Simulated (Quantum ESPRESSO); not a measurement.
## Sn: band-structure run (part 2 of 2)

Continued. System: Sn (Fd-3m, 2 atoms in the cell). Method: Kohn-Sham DFT of a periodic cell, PBE, spin-orbit coupling, PseudoDojo 0.4 FR PBE standard, no spin polarisation (Quantum ESPRESSO 7.5); cutoff 979.61 eV, 7×7×7 k-mesh, fermi-dirac of 0.05 eV. The structure derives from an entry of the Crystallography Open Database.

Geometry of the input (Å; fractional positions):
```
0.0000  3.2333  3.2333
3.2333  0.0000  3.2333
3.2333  3.2333  0.0000
Sn 0.7500  0.7500  0.7500
Sn 0.5000  0.5000  0.5000
```

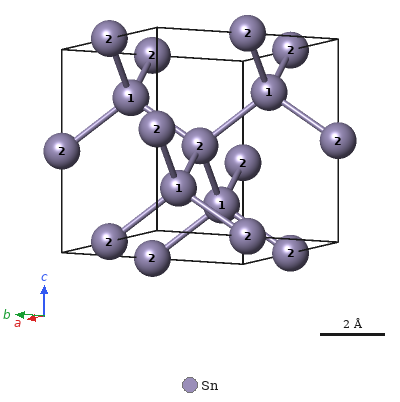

*The structure as given in the input (ball-and-stick view of the cell 4 times as large as that of the calculation, set on its symmetry axes, seen at an oblique angle; atoms are numbered from 1 in the order of the input). An atom can appear more than once, as a periodic image.*

What the program printed, continued:
```
   -14.0038 -14.0038 -14.0038 -14.0038 -13.9042 -13.9042 -13.9042 -13.9042
   -13.1021 -13.1021 -12.8836 -12.8836 -12.8836 -12.8836 -12.8286 -12.8286
   -12.8286 -12.8286 -12.7100 -12.7100  -2.4470  -2.4470   7.6776   7.6776
     7.8462   7.8462   8.5293   8.5293   8.5293   8.5293  10.0653  10.0653
    10.5400  10.5400  10.5400  10.5400  13.2918  13.2918  16.2014  16.2014
    16.2014  16.2014

          k = 0.1010 0.1010-0.1010 (  4729 PWs)   bands (ev):

   -14.0062 -14.0062 -13.9988 -13.9988 -13.9093 -13.9093 -13.9008 -13.9008
   -13.0899 -13.0899 -12.9074 -12.9074 -12.8972 -12.8972 -12.8138 -12.8138
   -12.8103 -12.8103 -12.7157 -12.7157  -2.2484  -2.2484   5.7855   5.7855
     7.7114   7.7114   8.1633   8.1633   8.8372   8.8372  10.6918  10.6918
    11.0037  11.0037  11.3308  11.3308  14.2188  14.2188  15.2458  15.2458
    15.2505  15.2505

          k = 0.2020 0.2020-0.2020 (  4711 PWs)   bands (ev):

   -14.0107 -14.0107 -13.9855 -13.9855 -13.9225 -13.9225 -13.8939 -13.8939
   -13.0594 -13.0594 -12.9460 -12.9460 -12.9167 -12.9167 -12.7912 -12.7912
   -12.7856 -12.7856 -12.7304 -12.7304  -1.6834  -1.6834   3.6855   3.6855
     7.1984   7.1984   7.6362   7.6362   8.5137   8.5137  11.2382  11.2382
    11.5193  11.5193  13.3291  13.3291  14.4743  14.4743  15.2447  15.2447
    15.3009  15.3009

          k = 0.3030 0.3030-0.3030 (  4699 PWs)   bands (ev):

   -14.0136 -14.0136 -13.9689 -13.9689 -13.9388 -13.9388 -13.8891 -13.8891
   -13.0240 -13.0240 -12.9814 -12.9814 -12.9282 -12.9282 -12.7772 -12.7772
   -12.7665 -12.7665 -12.7480 -12.7480  -0.9612  -0.9612   2.1482   2.1482
     6.8985   6.8985   7.3334   7.3334   8.2706   8.2706  11.3508  11.3508
    11.5667  11.5667  13.9597  13.9597  15.7621  15.7621  16.5111  16.5111
    16.6517  16.6517

          k = 0.2020-0.0000 0.0000 (  4729 PWs)   bands (ev):

   -14.0047 -14.0047 -13.9996 -13.9996 -13.9094 -13.9094 -13.9009 -13.9009
   -13.0858 -13.0858 -12.9177 -12.9177 -12.8948 -12.8948 -12.8113 -12.8113
   -12.8076 -12.8076 -12.7165 -12.7165  -2.1805  -2.1805   5.6972   5.6972
     7.2961   7.2961   7.5137   7.5137   9.7538   9.7538  10.0549  10.0549
    11.5809  11.5809  11.6486  11.6486  14.1651  14.1651  14.5315  14.5315
    16.4372  16.4372

          k = 0.3030 0.1010-0.1010 (  4715 PWs)   bands (ev):

   -14.0084 -14.0084 -13.9899 -13.9899 -13.9192 -13.9192 -13.8951 -13.8951
   -13.0613 -13.0613 -12.9463 -12.9463 -12.9085 -12.9085 -12.8070 -12.8070
   -12.7826 -12.7826 -12.7236 -12.7236  -1.7290  -1.7290   4.1160   4.1160
     6.6685   6.6685   6.9666   6.9666   9.7640   9.7640  10.4609  10.4609
    12.3069  12.3069  12.4289  12.4289  14.5562  14.5562  15.6520  15.6520
    16.2629  16.2629

          k = 0.4041 0.2020-0.2020 (  4711 PWs)   bands (ev):

   -14.0125 -14.0125 -13.9749 -13.9749 -13.9344 -13.9344 -13.8883 -13.8883
   -13.0298 -13.0298 -12.9727 -12.9727 -12.9222 -12.9222 -12.8092 -12.8092
   -12.7637 -12.7637 -12.7277 -12.7277  -1.0046  -1.0046   2.4915   2.4915
     6.0739   6.0739   6.7227   6.7227   9.5101   9.5101  11.1445  11.1445
    12.3285  12.3285  13.1306  13.1306  15.4598  15.4598  16.6832  16.6832
    17.1927  17.1927

          k =-0.2020-0.4041 0.4041 (  4696 PWs)   bands (ev):

   -14.0141 -14.0141 -13.9663 -13.9663 -13.9433 -13.9433 -13.8856 -13.8856
   -13.0165 -13.0165 -12.9828 -12.9828 -12.9261 -12.9261 -12.8127 -12.8127
   -12.7588 -12.7588 -12.7272 -12.7272  -0.6406  -0.6406   1.8901   1.8901
     5.7653   5.7653   6.8543   6.8543   9.3971   9.3971  11.3834  11.3834
    12.0249  12.0249  14.3957  14.3957  15.6648  15.6648  16.2118  16.2118
    16.3131  16.3131

          k =-0.1010-0.3030 0.3030 (  4705 PWs)   bands (ev):

   -14.0125 -14.0125 -13.9780 -13.9780 -13.9316 -13.9316 -13.8888 -13.8888
   -13.0408 -13.0408 -12.9646 -12.9646 -12.9163 -12.9163 -12.8135 -12.8135
   -12.7629 -12.7629 -12.7286 -12.7286  -1.2659  -1.2659   2.9920   2.9920
     5.8646   5.8646   7.2989   7.2989   9.5004   9.5004  11.5610  11.5610
    11.7008  11.7008  13.2154  13.2154  14.7624  14.7624  15.5005  15.5005
    17.4430  17.4430

          k =-0.0000-0.2020 0.2020 (  4727 PWs)   bands (ev):

   -14.0087 -14.0087 -13.9917 -13.9917 -13.9172 -13.9172 -13.8958 -13.8958
   -13.0717 -13.0717 -12.9350 -12.9350 -12.9037 -12.9037 -12.8132 -12.8132
   -12.7850 -12.7850 -12.7225 -12.7225  -1.9237  -1.9237   4.6199   4.6199
     6.5561   6.5561   7.8562   7.8562   9.5149   9.5149  10.9738  10.9738
    11.1962  11.1962  12.3725  12.3725  14.4565  14.4565  15.2793  15.2793
    15.4189  15.4189

          k = 0.4041-0.0000 0.0000 (  4700 PWs)   bands (ev):

   -14.0046 -14.0046 -13.9920 -13.9920 -13.9176 -13.9176 -13.8972 -13.8972
   -13.0447 -13.0447 -12.9620 -12.9620 -12.9117 -12.9117 -12.8113 -12.8113
   -12.7755 -12.7755 -12.7213 -12.7213  -1.3918  -1.3918   3.5478   3.5478
     6.3110   6.3110   6.4046   6.4046   9.0604   9.0604  10.2532  10.2532
    13.5306  13.5306  13.6400  13.6400  14.4748  14.4748  16.9296  16.9296
    17.1493  17.1493

          k = 0.5051 0.1010-0.1010 (  4707 PWs)   bands (ev):

   -14.0075 -14.0075 -13.9842 -13.9842 -13.9254 -13.9254 -13.8922 -13.8922
   -13.0221 -13.0221 -12.9759 -12.9759 -12.9153 -12.9153 -12.8339 -12.8339
   -12.7587 -12.7587 -12.7174 -12.7174  -0.7238  -0.7238   2.3778   2.3778
     5.5925   5.5925   6.1242   6.1242   9.3226   9.3226  10.4201  10.4201
    13.3957  13.3957  14.0356  14.0356  16.7182  16.7182  17.3581  17.3581
    17.8886  17.8886

          k =-0.1010-0.5051 0.5051 (  4706 PWs)   bands (ev):

   -14.0119 -14.0119 -13.9747 -13.9747 -13.9365 -13.9365 -13.8847 -13.8847
   -13.0167 -13.0167 -12.9710 -12.9710 -12.9160 -12.9160 -12.8535 -12.8535
   -12.7567 -12.7567 -12.7085 -12.7085  -0.1004  -0.1004   1.5409   1.5409
     4.8923   4.8923   6.2487   6.2487   9.4500   9.4500  12.1221  12.1221
    13.1298  13.1298  13.6175  13.6175  15.4511  15.4511  16.4653  16.4653
    18.0643  18.0643

          k = 0.0000-0.4041 0.4041 (  4710 PWs)   bands (ev):

   -14.0137 -14.0137 -13.9710 -13.9710 -13.9406 -13.9406 -13.8832 -13.8832
   -13.0223 -13.0223 -12.9724 -12.9724 -12.9139 -12.9139 -12.8450 -12.8450
   -12.7573 -12.7573 -12.7130 -12.7130  -0.5619  -0.5619   2.1141   2.1141
     4.8635   4.8635   6.7115   6.7115   9.7059   9.7059  12.6526  12.6526
    12.8018  12.8018  13.0902  13.0902  14.9720  14.9720  15.0072  15.0072
    18.2936  18.2936

          k = 0.6061 0.0000-0.0000 (  4712 PWs)   bands (ev):

   -13.9999 -13.9999 -13.9924 -13.9924 -13.9140 -13.9140 -13.9023 -13.9023
   -13.0064 -13.0064 -12.9889 -12.9889 -12.9044 -12.9044 -12.8571 -12.8571
   -12.7413 -12.7413 -12.7229 -12.7229  -0.1182  -0.1182   1.5662   1.5662
     5.7711   5.7711   5.7985   5.7985   8.8886   8.8886   9.3380   9.3380
    15.4446  15.4446  15.6007  15.6007  16.6386  16.6386  18.3085  18.3085
    18.3482  18.3482

          k =-0.0000-0.6061 0.6061 (  4712 PWs)   bands (ev):

   -14.0051 -14.0051 -13.9859 -13.9859 -13.9231 -13.9231 -13.8935 -13.8935
   -13.0106 -13.0106 -12.9788 -12.9788 -12.8952 -12.8952 -12.8771 -12.8771
   -12.7469 -12.7469 -12.7123 -12.7123   0.5579   0.5579   0.8393   0.8393
     5.2022   5.2022   5.8397   5.8397   9.1299   9.1299  10.0767  10.0767
    14.9873  14.9873  15.2791  15.2791  16.2664  16.2664  17.3458  17.3458
    18.6021  18.6021

          k = 0.4041 0.2020-0.0000 (  4708 PWs)   bands (ev):

   -14.0105 -14.0105 -13.9818 -13.9818 -13.9284 -13.9284 -13.8897 -13.8897
   -13.0372 -13.0372 -12.9666 -12.9666 -12.9134 -12.9134 -12.8226 -12.8226
   -12.7649 -12.7649 -12.7211 -12.7211  -1.1722  -1.1722   3.0493   3.0493
     5.6198   5.6198   6.6527   6.6527  10.3118  10.3118  10.5907  10.5907
    12.0791  12.0791  13.3636  13.3636  15.2810  15.2810  16.6084  16.6084
    17.2897  17.2897

          k =-0.2020-0.4041 0.6061 (  4694 PWs)   bands (ev):

   -14.0128 -14.0128 -13.9729 -13.9729 -13.9383 -13.9383 -13.8843 -13.8843
   -13.0194 -13.0194 -12.9729 -12.9729 -12.9185 -12.9185 -12.8416 -12.8416
   -12.7590 -12.7590 -12.7120 -12.7120  -0.4352  -0.4352   1.9122   1.9122
     5.1099   5.1099   6.2504   6.2504  10.3531  10.3531  11.2267  11.2267
    12.5886  12.5886  13.7651  13.7651  15.2672  15.2672  16.7045  16.7045
    17.4384  17.4384

          k =-0.1010-0.5051 0.7071 (  4697 PWs)   bands (ev):

   -14.0083 -14.0083 -13.9820 -13.9820 -13.9287 -13.9287 -13.8887 -13.8887
   -13.0155 -13.0155 -12.9726 -12.9726 -12.9084 -12.9084 -12.8627 -12.8627
   -12.7544 -12.7544 -12.7081 -12.7081   0.0064   0.0064   1.4753   1.4753
     5.2346   5.2346   5.6043   5.6043  10.0887  10.0887  10.3819  10.3819
    13.1713  13.1713  14.8540  14.8540  16.5044  16.5044  17.3065  17.3065
    18.5903  18.5903

          k =-0.0000-0.4041 0.6061 (  4707 PWs)   bands (ev):

   -14.0113 -14.0113 -13.9772 -13.9772 -13.9349 -13.9349 -13.8837 -13.8837
   -13.0182 -13.0182 -12.9636 -12.9636 -12.9076 -12.9076 -12.8729 -12.8729
   -12.7576 -12.7576 -12.7019 -12.7019   0.2864   0.2864   1.1890   1.1890
     4.8261   4.8261   5.6661   5.6661  10.4374  10.4374  12.1581  12.1581
    12.7879  12.7879  12.8404  12.8404  16.0045  16.0045  17.0229  17.0229
    18.8226  18.8226

     the Fermi energy is     8.2330 ev

!    total energy              =    -315.07453860 Ry
     estimated scf accuracy    <          8.2E-11 Ry
     smearing contrib. (-TS)   =      -0.00019926 Ry
     internal energy E=F+TS    =    -315.07433933 Ry

     The total energy is F=E-TS. E is the sum of the following terms:
     one-electron contribution =    -141.13922035 Ry
     hartree contribution      =      86.98281142 Ry
     xc contribution           =     -88.12095079 Ry
     ewald contribution        =    -172.79697961 Ry

     convergence has been achieved in  13 iterations

     Forces acting on atoms (cartesian axes, Ry/au):

     atom    1 type  1   force =    -0.00000000   -0.00000000    0.00000000
     atom    2 type  1   force =     0.00000000    0.00000000   -0.00000000

     Total force =     0.000000     Total SCF correction =     0.000000

     Computing stress (Cartesian axis) and pressure

          total   stress  (Ry/bohr**3)                   (kbar)     P=       39.30
   0.00026716   0.00000000   0.00000000           39.30        0.00        0.00
   0.00000000   0.00026716   0.00000000            0.00       39.30        0.00
   0.00000000   0.00000000   0.00026716            0.00        0.00       39.30

=------------------------------------------------------------------------------=
   JOB DONE.
=------------------------------------------------------------------------------=
```

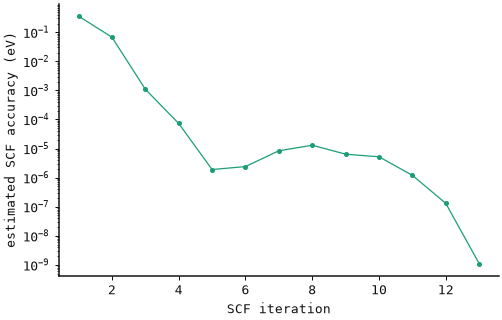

*Convergence of the self-consistent field: estimated SCF accuracy against the iteration.*

The field takes 13 iterations in all.

Summary:

| quantity | value |
| --- | --- |
| outcome | converged |
| space group (tolerance 0.01 Å) | Fd-3m (227) |
| electrons treated | 28 |
| free energy | −4286.8075 eV |
| Fermi energy | 8.233 eV |
| gap on the k-point mesh | none (metallic) |
| pressure | 3.93 GPa |
| largest force (length of the vector) | under 0.001 eV/Å |
| wall time | 11 min |
| peak memory | 0.42 GiB |
